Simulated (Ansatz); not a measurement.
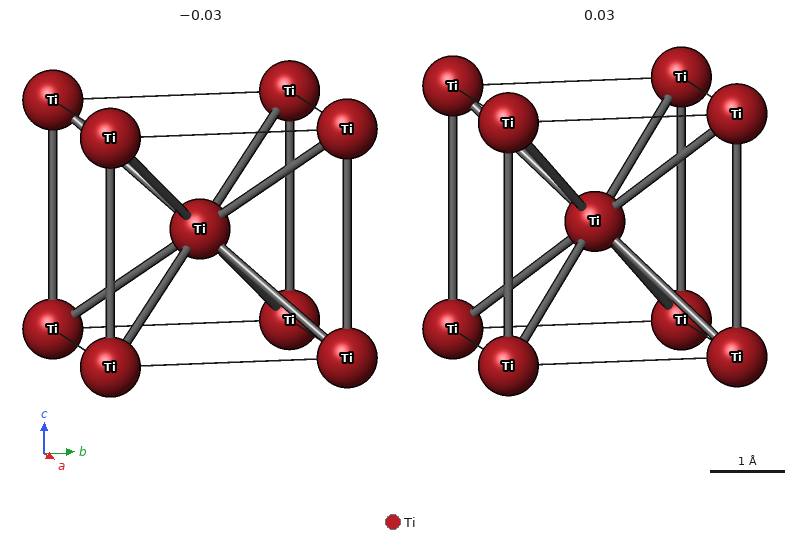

Crystalline Ti (set up in Im-3m), under uniaxial strain along c (a, b relaxed, atoms fixed by symmetry), with energies (extrapolated to zero smearing) counted from the relaxed crystal, which is the row at zero. The picture shows the first and the last member. A ball-and-stick model of the cell of the calculation, seen slightly off an axis.

Computed with Ansatz 0.2.0: DFT r2SCAN, scalar-relativistic, plane waves, PAW. Set-up: plane-wave cutoff 500 eV; k-point mesh 16 × 16 × 16; occupations gaussian; smearing width 0.1 eV; no spin polarisation; force threshold 0.008 eV/Å.

```
strain  energy (meV/atom)  a (Å)  c (Å)
 −0.03              −3.47  3.314  3.154
 −0.02              −1.47  3.293  3.187
 −0.01              −0.35  3.272  3.219
   0.0               0.00  3.252  3.252
  0.01                  ?      ?      ?
  0.02              −1.08  3.216  3.317
  0.03              −2.40  3.199  3.349
```

### Fill in the missing row.

A parabola through three neighbouring rows (0.0, 0.02, 0.03) gives, with Lagrange weights, (0.3333)(0.00) + (1.0000)(−1.08) + (−0.3333)(−2.40) = −0.28 meV/atom. The calculation gives −0.28 meV/atom (a = 3.234 Å, c = 3.284 Å). The estimate is right to the digits shown. Some rows lie up to 3.47 meV/atom below the unstrained cell, which smearing and mesh noise or a second, shallow minimum can cause. From the first member to the last: Ti–Ti 3.154 → 3.349 Å, Ti–Ti 3.314 → 3.199 Å, Ti–Ti 2.825 → 2.814 Å.

The whole series:

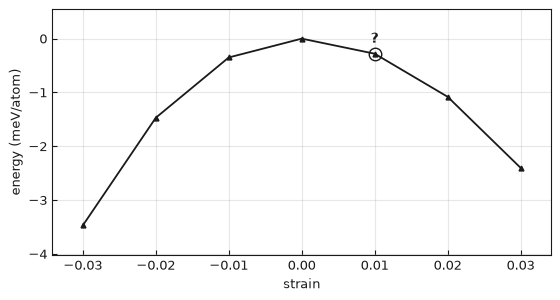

Each member starts from this one structure; whether another phase lies lower wasn't checked.
